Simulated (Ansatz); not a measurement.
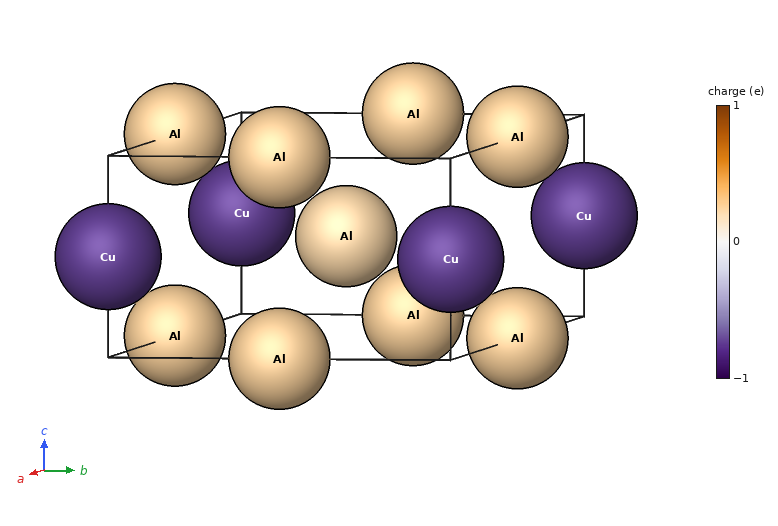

An orthographic spheres-only view of the structure, slightly off an axis. The frame is the simulation cell; atoms at its boundary are shown with their periodic copies. The atoms of this Al3Cu cell are coloured by their Bader charge.

The numbers come from DFT r2SCAN, scalar-relativistic, plane waves, PAW (Ansatz), using E_cut = 500 eV, 10×10×16 k-points, Gaussian smearing of 0.1 eV, no spin polarisation.

### Describe the charge distribution among the elements.

Most positive: Al; most negative: Cu. Charges: about Al +0.2 to +0.3 e; Cu -0.7 e.

Provenance: a structure type filled with these elements by a generator (whether the compound takes this form wasn't checked). Earlier steps of the study may have refined or changed the cell and positions. Ansatz was used for an electronic-structure calculation on it.
